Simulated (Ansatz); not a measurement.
# Geometry relaxation of Al2Ru (part 2 of 2)

Continued. System: Al2Ru (P6/mmm, 3 atoms in the cell). Method: DFT r2SCAN, scalar-relativistic, plane waves, PAW, no spin polarisation (Ansatz 0.2.0); cutoff 500 eV, 6×6×6 k-mesh, Gaussian smearing of 0.1 eV. The structure was made by swapping elements on the sites of another compound; it need not be a known phase. It belongs to a series of runs on one base structure; here: B -> Al, Fe -> Ru on all its sites, cell and atoms relaxed.

Geometry of the input (Å; fractional positions):
```
3.5278  0.0000  0.0000
-1.7639  3.0551  0.0000
0.0000  0.0000  3.7462
Ru 0.0000  0.0000  0.0000
Al 0.3333  0.6667  0.5000
Al 0.6667  0.3333  0.5000
```

Log, continued
```
SCF iter   1: F=—  HF=-6972.210854 eV  |F-HF|=—  |Δ(HF+E_count)|=         —  Δρ=7.27e-3  dr2=1.56e-2  dr2_τ=1.47e-1  ethr=6.71e-5  ⟨swp⟩=2.0  Hψ=2873  notcnv=0
preconditioner: auto → none  [insulator: Δε(μ)=0.361 eV  Ē_g=7.421 eV  σ=0.100 eV  W_gap=0.53  n_scr=8 (ndim 8)  ℏωp=21.8 eV  f_vac=0.000  D(μ)=1.85/eV (n_scr^D=8)  ε∞_Penn≈9.6]
SCF iter   2: F=—  HF=-6972.308604 eV  |F-HF|=—  |Δ(HF+E_count)|=   9.78e-2  Δρ=2.18e-3  dr2=1.07e-3  dr2_τ=1.03e-4  ethr=6.71e-5  ⟨swp⟩=2.0  Hψ=822  notcnv=0
SCF iter   3: F=—  HF=-6972.308841 eV  |F-HF|=—  |Δ(HF+E_count)|=   2.37e-4  Δρ=1.33e-3  dr2=1.06e-3  dr2_τ=9.57e-5  ethr=4.84e-6  ⟨swp⟩=2.7  Hψ=696  notcnv=0
SCF iter   4: F=—  HF=-6972.308720 eV  |F-HF|=—  |Δ(HF+E_count)|=   1.21e-4  Δρ=6.87e-4  dr2=2.74e-4  dr2_τ=1.98e-5  ethr=4.80e-6  ⟨swp⟩=2.1  Hψ=563  notcnv=0
SCF iter   5: F=—  HF=-6972.308699 eV  |F-HF|=—  |Δ(HF+E_count)|=   2.07e-5  Δρ=2.30e-4  dr2=2.94e-5  dr2_τ=3.14e-7  ethr=1.25e-6  ⟨swp⟩=1.0  Hψ=433  notcnv=0
SCF iter   6: F=—  HF=-6972.308698 eV  |F-HF|=—  |Δ(HF+E_count)|=   1.07e-6  Δρ=3.99e-5  dr2=7.74e-7  dr2_τ=1.39e-8  ethr=1.33e-7  ⟨swp⟩=2.0  Hψ=510  notcnv=0
SCF iter   7: F=-6972.308698 eV  HF=-6972.308698 eV  |F-HF|=4.09e-9  |Δ(HF+E_count)|=   1.02e-7  Δρ=7.06e-6  dr2=1.02e-8  dr2_τ=1.84e-9  ethr=1.36e-9  ⟨swp⟩=4.5  Hψ=1665  notcnv=0
SCF 7 converged in 7 iterations: F = -6972.308698 eV  dr2 = 1.02e-8
relax step   7: F+E_penalty+E_count = -6972.30869824 eV  Δ(F+E_penalty+E_count) = -1.858e-1 eV  max|allowed force component| = 2.005e-17 eV/Å  Δτ_max = 0.0000 Å  P = +6.086 GPa  Ω = 40.642 Å³  energy of the carried Pulay correction = -1.791e-4 eV  (7 SCF iters, dr2 threshold 3.00e-7 eV, accepted)
Crystal: 3 atoms, lattice volume = 41.876 Å³
Basis set: ecut = 500 eV, 1061 PW (Γ), exchange–correlation on 108×108×120 points (64 copies of the dense FFT grid, shifted against one another)
iter 1 solved again at ethr=3.40e-5 eV; its pass at ethr=3.10e-3 eV (dr2=7.48e-3 eV) is discarded
SCF iter   1: F=—  HF=-6972.307764 eV  |F-HF|=—  |Δ(HF+E_count)|=         —  Δρ=3.98e-3  dr2=8.70e-3  dr2_τ=1.99e-2  ethr=3.40e-5  ⟨swp⟩=2.0  Hψ=2565  notcnv=0
preconditioner: auto → none  [metal: Δε(μ)=0.017 eV  Ē_g=7.199 eV  σ=0.100 eV  W_gap=0.09  n_scr=8 (ndim 8)  ℏωp=21.5 eV  f_vac=0.000  D(μ)=1.87/eV (n_scr^D=8)]
SCF iter   2: F=—  HF=-6972.335708 eV  |F-HF|=—  |Δ(HF+E_count)|=   2.79e-2  Δρ=5.54e-3  dr2=2.03e-2  dr2_τ=1.97e-3  ethr=3.40e-5  ⟨swp⟩=2.0  Hψ=822  notcnv=0  recentre
SCF iter   3: F=—  HF=-6972.332542 eV  |F-HF|=—  |Δ(HF+E_count)|=   3.17e-3  Δρ=1.20e-3  dr2=7.54e-4  dr2_τ=1.58e-5  ethr=3.40e-5  ⟨swp⟩=2.3  Hψ=626  notcnv=0
SCF iter   4: F=—  HF=-6972.332422 eV  |F-HF|=—  |Δ(HF+E_count)|=   1.20e-4  Δρ=3.73e-4  dr2=5.21e-5  dr2_τ=1.23e-5  ethr=3.43e-6  ⟨swp⟩=2.3  Hψ=569  notcnv=0
SCF iter   5: F=—  HF=-6972.332418 eV  |F-HF|=—  |Δ(HF+E_count)|=   3.20e-6  Δρ=7.86e-5  dr2=3.61e-6  dr2_τ=4.20e-8  ethr=2.37e-7  ⟨swp⟩=2.2  Hψ=728  notcnv=0
SCF iter   6: F=-6972.332417 eV  HF=-6972.332418 eV  |F-HF|=2.11e-7  |Δ(HF+E_count)|=   8.88e-7  Δρ=1.92e-5  dr2=2.94e-7  dr2_τ=1.20e-8  ethr=1.36e-9  ⟨swp⟩=2.7  Hψ=1677  notcnv=0
SCF 8 converged in 6 iterations: F = -6972.332417 eV  dr2 = 2.94e-7
  greatest PAW one-centre occupation: 0.997 electrons in one spin orbital (limit 2), on the Ru atom at site 0 (counted from 0), in its partial waves of l = 1
relax step   8: F+E_penalty+E_count = -6972.33241739 eV  Δ(F+E_penalty+E_count) = -2.372e-2 eV  max|allowed force component| = 2.236e-17 eV/Å  Δτ_max = 0.0000 Å  P = +0.482 GPa  Ω = 41.876 Å³  energy of the carried Pulay correction = -5.486e-4 eV  (6 SCF iters, dr2 threshold 3.00e-7 eV, accepted)
Crystal: 3 atoms, lattice volume = 41.985 Å³
iter 1 solved again at ethr=4.29e-7 eV; its pass at ethr=3.10e-3 eV (dr2=9.44e-5 eV) is discarded
SCF iter   1: F=—  HF=-6972.332785 eV  |F-HF|=—  |Δ(HF+E_count)|=         —  Δρ=4.23e-4  dr2=1.11e-4  dr2_τ=4.64e-4  ethr=4.29e-7  ⟨swp⟩=2.5  Hψ=2506  notcnv=0
preconditioner: auto → none  [insulator: Δε(μ)=0.323 eV  Ē_g=7.195 eV  σ=0.100 eV  W_gap=0.53  n_scr=8 (ndim 8)  ℏωp=21.4 eV  f_vac=0.000  D(μ)=1.87/eV (n_scr^D=8)  ε∞_Penn≈9.9]
SCF iter   2: F=—  HF=-6972.333242 eV  |F-HF|=—  |Δ(HF+E_count)|=   4.57e-4  Δρ=5.86e-4  dr2=2.38e-4  dr2_τ=2.01e-5  ethr=4.29e-7  ⟨swp⟩=2.0  Hψ=729  notcnv=0
SCF iter   3: F=—  HF=-6972.333205 eV  |F-HF|=—  |Δ(HF+E_count)|=   3.74e-5  Δρ=9.73e-5  dr2=2.24e-6  dr2_τ=3.68e-7  ethr=4.29e-7  ⟨swp⟩=2.1  Hψ=569  notcnv=0
SCF iter   4: F=-6972.333204 eV  HF=-6972.333204 eV  |F-HF|=4.84e-8  |Δ(HF+E_count)|=   3.13e-7  Δρ=3.09e-5  dr2=2.46e-7  dr2_τ=6.37e-8  ethr=1.36e-9  ⟨swp⟩=3.0  Hψ=1639  notcnv=0
SCF 9 converged in 4 iterations: F = -6972.333204 eV  dr2 = 2.46e-7
relax step   9: F+E_penalty+E_count = -6972.33320444 eV  Δ(F+E_penalty+E_count) = -7.871e-4 eV  max|allowed force component| = 3.701e-17 eV/Å  Δτ_max = 0.0000 Å  P = -0.026 GPa  Ω = 41.985 Å³  energy of the carried Pulay correction = -5.818e-4 eV  (4 SCF iters, dr2 threshold 3.00e-7 eV, accepted)
Basis set: ecut = 500 eV, 1061 PW (Γ), exchange–correlation on 128×128×96 points (64 copies of the dense FFT grid, shifted against one another)
Initial wavefunctions: pseudopotential atomic-orbital guess (no wavefunctions were taken with the density)
iter 1 solved again at ethr=1.25e-7 eV; its pass at ethr=3.10e-3 eV (dr2=2.76e-5 eV) is discarded
SCF iter   1: F=—  HF=-6972.340375 eV  |F-HF|=—  |Δ(HF+E_count)|=         —  Δρ=9.90e-4  dr2=3.04e-5  dr2_τ=1.49e-4  ethr=1.25e-7  ⟨swp⟩=2.9  Hψ=3322  notcnv=0
preconditioner: auto → none  [insulator: Δε(μ)=0.320 eV  Ē_g=7.195 eV  σ=0.100 eV  W_gap=0.52  n_scr=8 (ndim 8)  ℏωp=21.4 eV  f_vac=0.000  D(μ)=1.86/eV (n_scr^D=8)  ε∞_Penn≈9.9]
SCF iter   2: F=—  HF=-6972.341289 eV  |F-HF|=—  |Δ(HF+E_count)|=   9.15e-4  Δρ=5.09e-4  dr2=2.20e-5  dr2_τ=3.97e-5  ethr=1.25e-7  ⟨swp⟩=2.0  Hψ=687  notcnv=0
SCF iter   3: F=—  HF=-6972.341510 eV  |F-HF|=—  |Δ(HF+E_count)|=   2.21e-4  Δρ=3.42e-4  dr2=4.63e-5  dr2_τ=1.17e-5  ethr=1.00e-7  ⟨swp⟩=2.2  Hψ=643  notcnv=0
SCF iter   4: F=—  HF=-6972.341571 eV  |F-HF|=—  |Δ(HF+E_count)|=   6.09e-5  Δρ=4.43e-5  dr2=1.44e-7  dr2_τ=2.03e-7  ethr=1.00e-7  ⟨swp⟩=2.0  Hψ=610  notcnv=0
SCF iter   5: F=—  HF=-6972.341574 eV  |F-HF|=—  |Δ(HF+E_count)|=   2.98e-6  Δρ=1.03e-5  dr2=9.77e-9  dr2_τ=7.90e-9  ethr=6.55e-10  ⟨swp⟩=2.0  Hψ=729  notcnv=0
SCF iter   6: F=-6972.341574 eV  HF=-6972.341574 eV  |F-HF|=2.01e-9  |Δ(HF+E_count)|=   5.24e-8  Δρ=2.15e-6  dr2=9.52e-10  dr2_τ=2.62e-10  ethr=1.36e-11  ⟨swp⟩=4.8  Hψ=1523  notcnv=0
SCF 10 converged in 6 iterations: F = -6972.341574 eV  dr2 = 9.52e-10
relax step  10: F+E_penalty+E_count = -6972.34157427 eV  Δ(F+E_penalty+E_count) = -8.370e-3 eV  max|allowed force component| = 1.696e-17 eV/Å  Δτ_max = 0.0000 Å  P = +0.226 GPa  Ω = 41.985 Å³  stress off target by 3.69e-1 GPa  SCF on the basis re-selected at this cell (its energy is not comparable with the rows above)  (6 SCF iters)
```

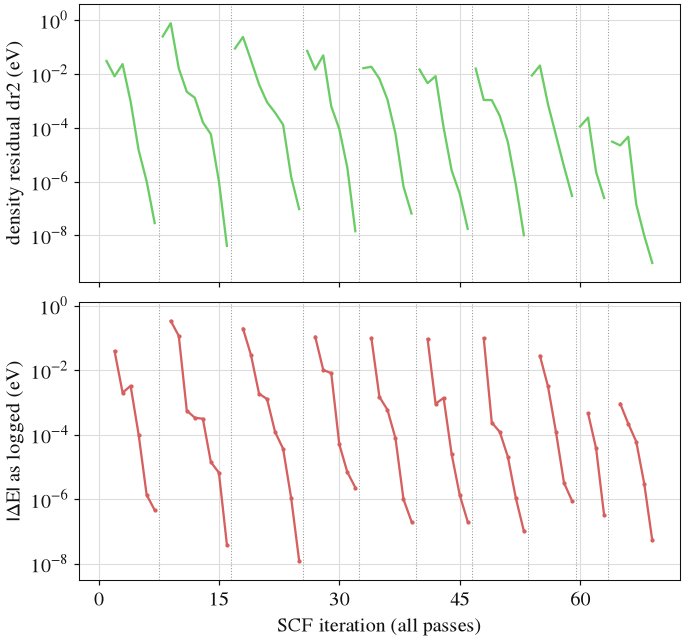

*Convergence of the self-consistent field: density residual dr2 and size of the energy change against the SCF iteration. The dotted lines part the SCF passes of the relaxation: geometry steps, rejected trials and re-solves on a re-selected basis.*

The 10 passes take 4 to 9 iterations each, 69 in all.

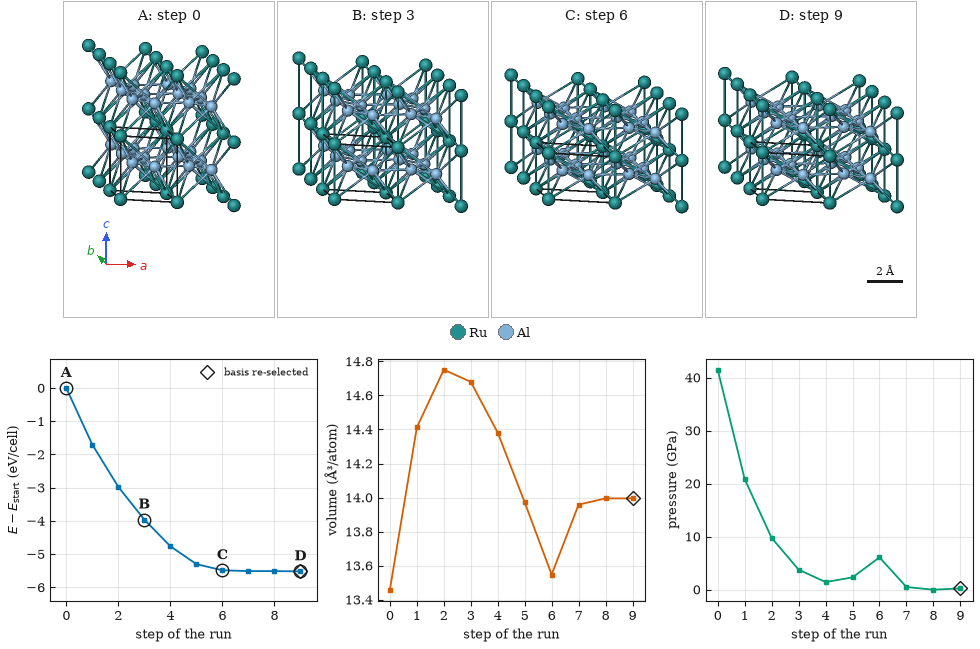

*Frames of the relaxation (ball-and-stick view of the cell of the calculation, repeated 2 × 3 × 2, seen slightly off an axis) above the curves, on which the letters mark them (the first geometry is step 0 here and step 1 in the log).*

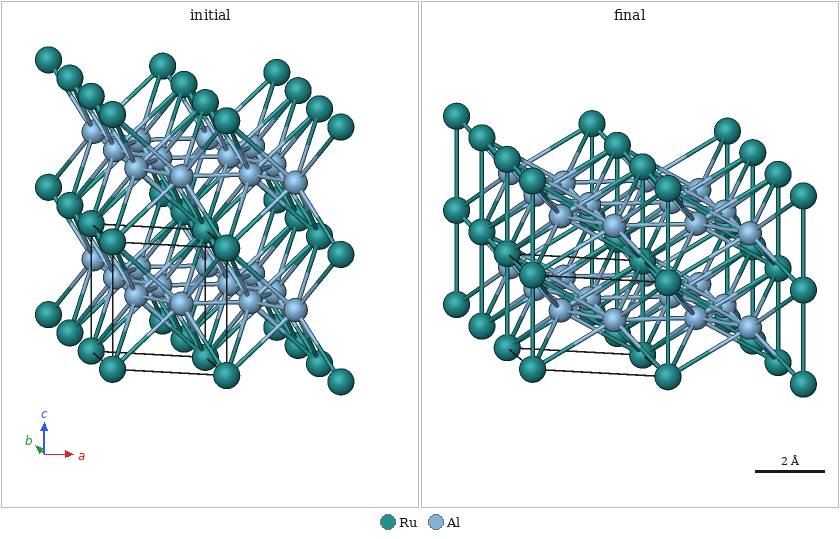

*Before (left) and after (right) the relaxation, at one scale (ball-and-stick view of the cell of the calculation, repeated 2 × 3 × 2, seen slightly off an axis).*

After 8 geometry steps the energy has fallen by 5.511 eV per cell of the calculation. All forces vanish by symmetry, so only the cell relaxes. The pressure goes from 41.48 to 0.23 GPa. No atom moves by more than 0.005 Å relative to the cell. Cell: a = b 3.528 → 4.185 Å (+18.6 %), c 3.746 → 2.768 Å (−26.1 %). Volume +4.0 %. Among the contacts that change: Ru1–Ru1 3.746 → 2.768 Å, Al2–Al3 2.037 → 2.416 Å, Ru1–Al2 2.767 → 2.785 Å. New bonds form: Ru1–Ru1 (3.75 → 2.77 Å). The space group stays P6/mmm (No. 191). A last SCF at the same geometry on a re-selected plane-wave basis shifts the energy by −8.4 meV per cell of the calculation. (Atoms are counted from 1 in the order of the input.)

```
basis re-selected at this cell: Δ(F+E_penalty+E_count) = -8.370e-3 eV, ΔP = +0.252 GPa vs the last step (what re-selecting the basis moved, of the pressure what is left beyond the Pulay correction that the steps carried, after the strain that the cell walked since its last selection, with what the two solves' SCF thresholds leave and, on support functions, any second-order correction that the steps lacked; it is no measure of the basis error at this ecutwfc). The dense FFT grid was sized anew with the basis: this SCF ran on 32×32×24 points, the steps before it on 27×27×30, so part of this shift can come from that change (see relax.cell in the input reference). This SCF's stress stands 3.69e-1 GPa from its target on what of the cell is left free (relax.cell.stress_tol is 5.00e-1 GPa) and its largest allowed force component is 1.70e-17 eV/Å (relax.f_tol is 5.00e-2 eV/Å): within both
SCF converged after 6 iterations
Free energy (F): -6972.341574 eV
Harris-Foulkes:  -6972.341574 eV  (|F-HF|=2.01e-9)
Internal energy: -6972.332259 eV  (E = F + TS)
E sigma→0 (E₀):  -6972.336916 eV
Entropy (-TS):   -0.009316 eV (-3.105 meV/atom)
Fermi energy:    13.920849 eV
--- Per-component energies (eV) ---
  E_band       = -159.405972
  E_kinetic    = 566.423035
  E_local      = -2144.107742  (includes V_loc(G=0)·N_el)
  E_nonlocal   = 363.922266
  E_hartree    = 801.088798
  E_xc         = -259.675897
  E_vxc        = -332.499245  (∫ρ·V_xc dr)
  E_paw        = -4426.571120  (= ΣΔE_a)
  E_vpaw       = -237.080207  (= ΣTr[D̂ρ^β])
  E_aug_tail   = 0.000087  (compensation charges beyond the density's cutoff)
  E_vtau       = 21.759439  (kinetic-family band-sum trace: ∫τ·v_τ [+ j·A + Jᵃ·Aᵃ] dr)
  E_ewald      = -1872.980513
  E_core_change = -0.431172  (= ΣΔE_core)
  E_smearing   = -0.009316  (= −TS)
  E_closure    = 0.000000  (closes the sum)
  Σ components = -6972.341574   (vs F -6972.341574, Δ=0.00e0)
--- Forces (eV/Å), atoms counted from 1 ---
  atom   1  Ru     0.00000000     0.00000000     0.00000000
  atom   2  Al    -0.00000000    -0.00000000     0.00000000
  atom   3  Al     0.00000000     0.00000000     0.00000000
  max |Σ_I F_I| component: 4.63e-18 eV/Å
--- Stress (GPa, compression-positive) ---
        0.369454      -0.000000       0.000000
       -0.000000       0.369454       0.000000
        0.000000       0.000000      -0.061527
  P = ⅓ Tr σ = 0.2258 GPa (2.258 kbar)
--- Band table (eV; the first three rows and the last of 28) ---
  k-point 0: bands = ["-60.4841", "-29.7572", "-29.7572", "-29.4903", "2.1718", "9.2026", "9.2026", "10.0414", "13.7258", "13.7258", "14.2848", "14.7201", "14.7201", "17.3389", "17.3389"]
  k-point 1: bands = ["-60.4730", "-29.7445", "-29.7445", "-29.6056", "2.7664", "9.5989", "9.5989", "10.5778", "12.0019", "12.0019", "14.7757", "16.8097", "16.8097", "17.1146", "17.1146"]
  k-point 2: bands = ["-60.4507", "-29.8319", "-29.7191", "-29.7191", "4.4760", "10.0343", "10.5324", "10.5324", "10.6451", "10.6451", "15.6394", "16.0754", "16.2309", "16.2309", "19.5439"]
  k-point 27: bands = ["-60.4393", "-29.9414", "-29.7111", "-29.7111", "7.7821", "7.7821", "10.0443", "10.0443", "11.6843", "12.3102", "13.8756", "13.8756", "15.3892", "15.3892", "18.0293"]
--- Relaxed structure (9 steps of the walk, 9 accepted, 1 SCFs on fresh bases) ---
  F+E_penalty+E_count = -6972.34157427 eV   max|allowed force component| = 1.696e-17 eV/Å   (the final SCF, on the basis selected at the relaxed cell)
  cell:  # Å, volume = 41.9853 Å³
    - [4.184991778835509, 3.424556846916599e-11, 0.0]
    - [-2.092495889447412, 3.6243091950834545, 0.0]
    - [0.0, 0.0, 2.7680699019170163]
  atoms:
    - { symbol: Ru, position: [-1.8578043254813206e-34, -1.076919898611855e-34, 0.0] }
    - { symbol: Al, position: [0.3333333333333333, 0.6666666666666667, 0.5] }
    - { symbol: Al, position: [0.6666666666666666, 0.3333333333333333, 0.5] }
```

Trajectory as extended XYZ (Å, eV, eV/Å), 10 frames, from step=1 to step=10
```
3
Lattice="3.5278 0.0000 0.0000 -1.7639 3.0551 0.0000 0.0000 0.0000 3.7462" Properties=species:S:1:pos:R:3:forces:R:3 step=1 energy=-6966.82233 pressure_GPa=41.48
Ru    0.0000    0.0000    0.0000    0.0000   0.0000   0.0000
Al    0.0000    2.0368    1.8731    0.0000   0.0000   0.0000
Al    1.7639    1.0184    1.8731    0.0000   0.0000   0.0000
3
Lattice="3.7014 0.0000 0.0000 -1.8507 3.2055 0.0000 0.0000 0.0000 3.6441" Properties=species:S:1:pos:R:3:forces:R:3 step=2 energy=-6968.52650 pressure_GPa=20.84
Ru    0.0000    0.0000    0.0000    0.0000   0.0000   0.0000
Al    0.0000    2.1370    1.8220    0.0000   0.0000   0.0000
Al    1.8507    1.0685    1.8220    0.0000   0.0000   0.0000
3
Lattice="3.8428 0.0000 0.0000 -1.9214 3.3280 0.0000 0.0000 0.0000 3.4603" Properties=species:S:1:pos:R:3:forces:R:3 step=3 energy=-6969.79924 pressure_GPa=9.75
Ru    0.0000    0.0000    0.0000    0.0000   0.0000   0.0000
Al    0.0000    2.2186    1.7302    0.0000   0.0000   0.0000
Al    1.9214    1.1093    1.7302    0.0000   0.0000   0.0000
3
Lattice="3.9396 0.0000 0.0000 -1.9698 3.4118 0.0000 0.0000 0.0000 3.2765" Properties=species:S:1:pos:R:3:forces:R:3 step=4 energy=-6970.78298 pressure_GPa=3.76
Ru    0.0000    0.0000    0.0000    0.0000   0.0000   0.0000
Al    0.0000    2.2745    1.6382    0.0000   0.0000   0.0000
Al    1.9698    1.1373    1.6382    0.0000   0.0000   0.0000
3
Lattice="4.0131 0.0000 0.0000 -2.0065 3.4754 0.0000 0.0000 0.0000 3.0934" Properties=species:S:1:pos:R:3:forces:R:3 step=5 energy=-6971.58542 pressure_GPa=1.42
Ru    0.0000    0.0000    0.0000    0.0000   0.0000   0.0000
Al    0.0000    2.3169    1.5467    0.0000   0.0000   0.0000
Al    2.0065    1.1585    1.5467    0.0000   0.0000   0.0000
3
Lattice="4.0748 0.0000 0.0000 -2.0374 3.5289 0.0000 0.0000 0.0000 2.9150" Properties=species:S:1:pos:R:3:forces:R:3 step=6 energy=-6972.12290 pressure_GPa=2.30
Ru    0.0000    0.0000    0.0000    0.0000   0.0000   0.0000
Al    0.0000    2.3526    1.4575    0.0000   0.0000   0.0000
Al    2.0374    1.1763    1.4575    0.0000   0.0000   0.0000
3
Lattice="4.1444 0.0000 0.0000 -2.0722 3.5891 0.0000 0.0000 0.0000 2.7323" Properties=species:S:1:pos:R:3:forces:R:3 step=7 energy=-6972.30870 pressure_GPa=6.09
Ru    0.0000    0.0000    0.0000    0.0000   0.0000   0.0000
Al    0.0000    2.3928    1.3662    0.0000   0.0000   0.0000
Al    2.0722    1.1964    1.3662    0.0000   0.0000   0.0000
3
Lattice="4.1754 0.0000 0.0000 -2.0877 3.6160 0.0000 0.0000 0.0000 2.7735" Properties=species:S:1:pos:R:3:forces:R:3 step=8 energy=-6972.33242 pressure_GPa=0.48
Ru    0.0000    0.0000    0.0000    0.0000   0.0000   0.0000
Al    0.0000    2.4107    1.3867    0.0000   0.0000   0.0000
Al    2.0877    1.2053    1.3867    0.0000   0.0000   0.0000
3
Lattice="4.1850 0.0000 0.0000 -2.0925 3.6243 0.0000 0.0000 0.0000 2.7681" Properties=species:S:1:pos:R:3:forces:R:3 step=9 energy=-6972.33320 pressure_GPa=-0.03
Ru    0.0000    0.0000    0.0000    0.0000   0.0000   0.0000
Al    0.0000    2.4162    1.3840    0.0000   0.0000   0.0000
Al    2.0925    1.2081    1.3840    0.0000   0.0000   0.0000
3
Lattice="4.1850 0.0000 0.0000 -2.0925 3.6243 0.0000 0.0000 0.0000 2.7681" Properties=species:S:1:pos:R:3:forces:R:3 step=10 energy=-6972.34157 pressure_GPa=0.23
Ru    0.0000    0.0000    0.0000    0.0000   0.0000   0.0000
Al    0.0000    2.4162    1.3840    0.0000   0.0000   0.0000
Al    2.0925    1.2081    1.3840    0.0000   0.0000   0.0000
```
